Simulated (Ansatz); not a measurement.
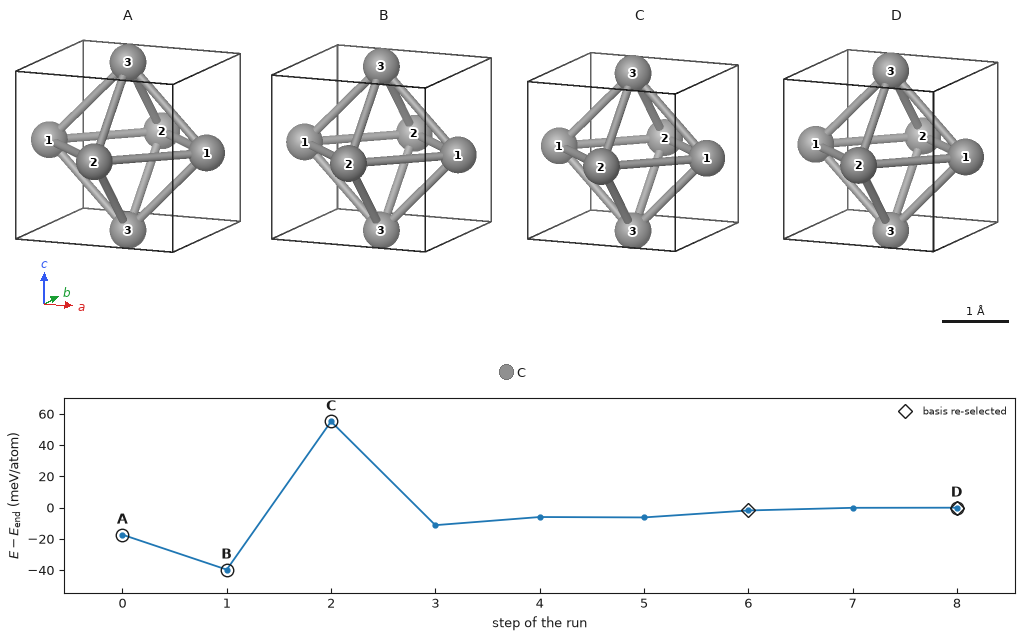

Frames of a relaxation of a crystal of C (a generated structure, set up in Pm-3m), marked on the history of the run. Style: ball-and-stick. Shown: the cell of the calculation, slightly off an axis.

The run lets cell and atoms move.

The calculation used Ansatz 0.2.0, Kohn-Sham DFT of a periodic cell, LDA, Ansatz PAW.

Input
```yaml
crystal:
  lattice:
    - [2.61972, 0.0, 0.0]
    - [0.0, 2.61972, 0.0]
    - [0.0, 0.0, 2.61972]
  atoms:
    - { symbol: C, position: [0.0, 0.5, 0.5] }
    - { symbol: C, position: [0.5, 0.0, 0.5] }
    - { symbol: C, position: [0.5, 0.5, 0.0] }
hamiltonian:
  xc: lda
  pseudopotentials: { kind: paw }
kpoints:
  mp_grid: { grid: [10, 10, 10] }
scf:
  occupations: { method: fermi_dirac, width: 0.05 }
output:
  forces: true
  stress: true
  eigenvalues: true
  write_density: true
  write_potential: true
  elf: true
  volumetric_format: npy
relax:
  f_tol: 0.01
  max_steps: 40
  cell: { stress_tol: 0.05, p_target: 30.0 }
```

Launched with:
```bash
ansatz run input.yaml --threads 2 --pin off --max-ram 5632MiB --backend cpu --events-out ev --progress --plain --runs-dir out
```

Q: Describe the path.

A: The atoms keep their places relative to the cell (all moves are under 0.005 Å). Cell: a = b = c 2.620 → 2.496 Å (−4.7 %). Volume −13.5 %. Some distances before and after: C1–C2 1.852 → 1.765 Å. The space group stays Pm-3m (No. 221). After 6 accepted moves (8 points after the start) the energy has risen by 17.3 meV per atom. With the target pressure of 30 GPa, the enthalpy E + pV changes by −134 meV per atom. All forces vanish by symmetry, so only the cell relaxes. Pressure: −13.17 GPa at the start and 29.99 GPa at the end. At 2 points the geometry stayed and the basis and grid were re-selected for the new cell (energy shift of 4.5 meV per atom at most each time). The run took 3.4 s on 2 threads of Arm Neoverse V2, on a shared host, peak memory 0.26 GiB. From step 0 to 1: volume −6.7 %, energy −22.4 meV per atom. From step 1 to 2: volume −11.5 %, energy +94.8 meV per atom. From step 2 to 8: volume +4.8 %, energy −55.2 meV per atom.
